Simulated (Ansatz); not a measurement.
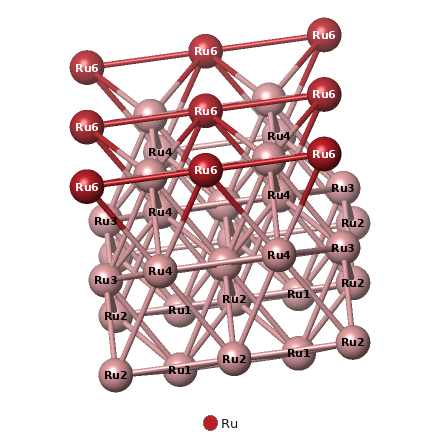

The system is Si on a Ru(100) slab cut from the P6_3/mmc phase, its upper half relaxed before the scan (6 atoms of substrate and one adsorbate in a 1 × 1 cell); the picture shows it without the atoms that are moved over the map. Si is moved over the surface cell; relaxed at each place: the height of the adsorbate's atoms; substrate rigid; the origin of the map has the adsorbate above Ru6. Places are given modulo a cell vector. The map is drawn in real space over the plane of the surface. Grid: 6 × 10 points; 24 points were computed and 36 follow by symmetry. All energies are given in eV relative to the lowest grid point. With one adsorbate in each 1 × 1 cell, its nearest image is 2.7 Å away, so neighbouring adsorbates interact. The calculation used DFT PBE, scalar-relativistic, plane waves, PAW in Ansatz 0.2.0. Settings: cutoff 420 eV, k-mesh 10×6×1, gaussian smearing 0.1 eV, no spin polarisation.

Range: position of Si7 along the first surface vector from 0.000 to 0.833; position of Si7 along the second surface vector from 0.0 to 0.9.

**What will the energy surface look like?**

The lowest grid point is at the trough between two rows of top atoms, (0/6, 5/10) of the cell vectors. There is a further well near (3/6, 3/10) of the cell vectors [nearest 3 Ru at 2.46 Å] (0.39 eV above the lowest at that grid point). The highest grid point, the top site over a surface Ru atom, (0/6, 0/10) of the cell vectors, lies 1.44 eV above the lowest. On the interpolated surface the easiest way out of the lowest well to the well at (3/6, 7/10) of the cell vectors [nearest 3 Ru at 2.46 Å] passes a barrier of about 0.43 eV. At the lowest point the adsorbate has 2 Ru at 2.48 Å as nearest neighbours, at the highest 1 Ru at 2.26 Å. Its relaxed height above the top atom is 1.42 Å at the lowest and 2.26 Å at the highest point.

```tsv
second ↓, first →	0/6	1/6	2/6	3/6	4/6	5/6
9/10	1.41	1.28	1.00	0.83	1.00	1.28
8/10	1.26	1.13	0.82	0.62	0.82	1.13
7/10	0.86	0.75	0.51	0.39	0.51	0.75
6/10	0.26	0.31	0.44	0.52	0.44	0.31
5/10	0.00	0.19	0.52	0.66	0.52	0.19
4/10	0.26	0.31	0.44	0.52	0.44	0.31
3/10	0.86	0.75	0.51	0.39	0.51	0.75
2/10	1.26	1.13	0.82	0.62	0.82	1.13
1/10	1.41	1.28	1.00	0.83	1.00	1.28
0/10	1.44	1.31	1.05	0.89	1.05	1.31
```

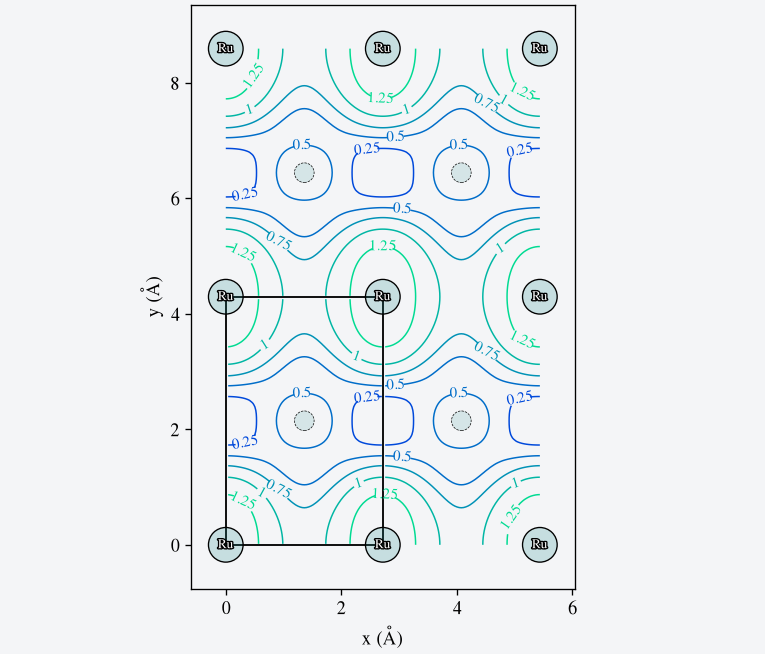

Drawn: contour lines labelled in eV, labelled circles for the atoms of the top layer and small ones for the second layer, the outline of one cell of the 2 × 2 shown. Between grid points the surface is interpolated.

Each point was launched as `ansatz run input.yaml --threads 4 --pin off --max-ram 12288MiB --backend cpu --events-out ev --progress --plain --runs-dir out`. Time for the 24 points that were run: 11 min on 4 threads of Intel(R) Xeon(R) Platinum 8259CL CPU @ 2.50GHz (Skylake/Cascade Lake), on a shared host.

PAW datasets: the set soft_1.
